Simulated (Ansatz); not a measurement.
**Mending a single-point calculation on ZrO₂**

System: ZrO₂ (Fm-3m, 3 atoms in the cell).
Method of run 1: DFT, PBE, plane waves, PAW (Ansatz 0.2.0).

The structure derives from an entry of the Crystallography Open Database. Text and figures count atoms from 1; the logs count them from 0 in places.

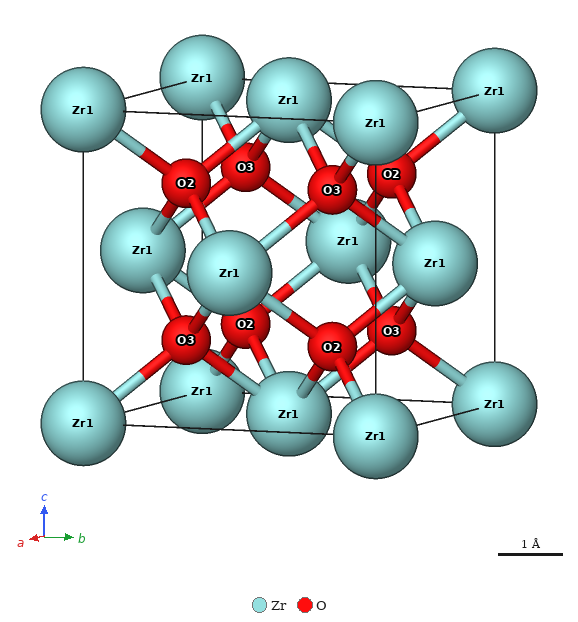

The structure as given in the input (ball-and-stick view of the cell 4 times as large as that of the calculation, set on its symmetry axes, seen slightly off an axis; atoms are numbered from 1 in the order of the input). An atom can appear more than once, as a periodic image.

## The input, run 1
```yaml
crystal:
  lattice:
    - [0.0, 2.4787366388, 2.4787366388]
    - [2.4787366388, 0.0, 2.4787366388]
    - [2.4787366388, 2.4787366388, 0.0]
  atoms:
    - { symbol: Zr, position: [0.0, 0.0, 0.0] }
    - { symbol: O, position: [0.25, 0.25, 0.25] }
    - { symbol: O, position: [0.75, 0.75, 0.75] }
basis:
  ecutwfc: "400 K"
kpoints:
  mp_grid: { grid: [8, 8, 8] }
hamiltonian:
  xc: pbe
scf:
  occupations: { method: gaussian, width: 0.02 }
  max_iter: 75
output:
  forces: true
  eigenvalues: true
  stress: true
```

Launched with:
```bash
ansatz run input.yaml --threads 1 --pin off --max-ram 2560MiB --backend cpu --events-out ev --progress --plain --runs-dir out
```

Hardware: 1 thread of Arm Neoverse V1, 24 GiB of memory available, shared host.

## Output (run 1)
```
Error: inconsistent input (basis.ecutwfc, kpoints): the smallest per-k basis holds n_pw = 0 plane waves (k-point 1, counted from 0 among those solved) but the deck needs at least 13 band(s) per channel, and no run solves more bands than the smallest per-k basis has plane waves; raise basis.ecutwfc until the smallest per-k basis, which caps the automatic band count, holds at least 13 plane waves
```

Q: What went wrong, and how is the input to be mended?

A: The input was spoiled on purpose: a cutoff in the wrong unit (`basis.ecutwfc`). The program refused the input: “inconsistent input (basis.ecutwfc, kpoints): the smallest per-k basis holds n_pw = 0 plane waves (k-point 1, counted from 0 among those solved) but the deck needs at least 13 band(s) per channel, and no run solves more bands than the smallest per-k basis has plane waves …”

A run of the same system that converges differs from this input as follows (lines with − go, lines with + come):
```diff
-  ecutwfc: "400 K"
+  ecutwfc: 420
-  max_iter: 75
```

## Output, shortened to warnings, some set-up lines, iterations and results (run 2)
```
Basis set: ecut = 420 eV, 609 PW (Γ), exchange–correlation on 48×48×48 points (8 copies of the dense FFT grid, shifted against one another)
Symmetry: 48 space group operations
k-points: 29 of 512
Initial density: superposition of atomic densities (neutral atoms: chi_scale 0, normalization atom), corrected by the library's trained network
[...]
SCF iter   1: F=—  HF=-5323.584521 eV  |F-HF|=—  |Δ(HF+E_count)|=         —  Δρ=2.30e-3  dr2=8.17e-4  ethr=1.77e-3  ⟨swp⟩=6.0  Hψ=2282  notcnv=0
SCF iter   2: F=—  HF=-5323.584431 eV  |F-HF|=—  |Δ(HF+E_count)|=   8.95e-5  Δρ=1.35e-3  dr2=3.07e-4  ethr=3.41e-6  ⟨swp⟩=2.0  Hψ=1160  notcnv=0
SCF iter   3: F=—  HF=-5323.584441 eV  |F-HF|=—  |Δ(HF+E_count)|=   9.86e-6  Δρ=6.71e-4  dr2=2.72e-5  ethr=1.28e-6  ⟨swp⟩=2.0  Hψ=649  notcnv=0
SCF iter   4: F=—  HF=-5323.584473 eV  |F-HF|=—  |Δ(HF+E_count)|=   3.24e-5  Δρ=1.67e-4  dr2=1.62e-6  ethr=1.13e-7  ⟨swp⟩=2.0  Hψ=789  notcnv=0
SCF iter   5: F=-5323.584480 eV  HF=-5323.584480 eV  |F-HF|=9.52e-8  |Δ(HF+E_count)|=   6.24e-6  Δρ=2.16e-5  dr2=3.75e-8  ethr=6.73e-9  ⟨swp⟩=2.0  Hψ=811  notcnv=0
SCF iter   6: F=-5323.584480 eV  HF=-5323.584480 eV  |F-HF|=1.83e-10  |Δ(HF+E_count)|=   1.10e-7  Δρ=2.85e-6  dr2=1.24e-9  ethr=1.56e-10  ⟨swp⟩=2.9  Hψ=1767  notcnv=0
SCF 1 converged in 6 iterations: F = -5323.584480 eV  dr2 = 1.24e-9
SCF converged after 6 iterations
Free energy (F): -5323.584480 eV
Harris-Foulkes:  -5323.584480 eV  (|F-HF|=1.83e-10)
Internal energy: -5323.584480 eV  (E = F + TS)
E sigma→0 (E₀):  -5323.584480 eV
Fermi energy:    15.273751 eV
--- Per-component energies (eV) ---
  E_band       = -29.318543
  E_kinetic    = 695.840014
  E_local      = -1078.994816  (includes V_loc(G=0)·N_el)
  E_nonlocal   = 171.464249
  E_hartree    = 359.469936
  E_xc         = -314.106270
  E_vxc        = -385.763087  (∫ρ·V_xc dr)
  E_paw        = -3269.615720  (= ΣΔE_a)
  E_vpaw       = -150.808745  (= ΣTr[D̂ρ^β])
  E_aug_tail   = 0.005026  (compensation charges beyond the density's cutoff)
  E_ewald      = -1887.646899
  E_smearing   = -0.000000  (= −TS)
  E_closure    = -0.000000  (closes the sum)
  Σ components = -5323.584480   (vs F -5323.584480, Δ=0.00e0)
--- Forces (eV/Å), atoms counted from 1 ---
  atom   1  Zr    -0.00000000     0.00000000    -0.00000000
  atom   2  O      0.00000000     0.00000000     0.00000000
  atom   3  O     -0.00000000     0.00000000     0.00000000
  max |Σ_I F_I| component: 4.63e-18 eV/Å
--- Stress (GPa, compression-positive) ---
       27.190581      -0.000000      -0.000000
       -0.000000      27.190581      -0.000000
       -0.000000      -0.000000      27.190581
  P = ⅓ Tr σ = 27.1906 GPa (271.906 kbar)
```

## The two runs side by side

```tsv
quantity	run 1	run 2
outcome	refused	converged
free energy per atom (eV)	–	−1774.5282
gap on the mesh (eV)	–	3.57
pressure (GPa)	–	27.19
volume per atom (Å³)	–	10.15
largest force (eV/Å)	–	0.000
SCF iterations	–	6
irreducible k-points	–	29
plane waves at Γ	–	609
```

Notes on run 2: The cell is under a pressure of 27 GPa at this level, so it is not at its equilibrium volume.
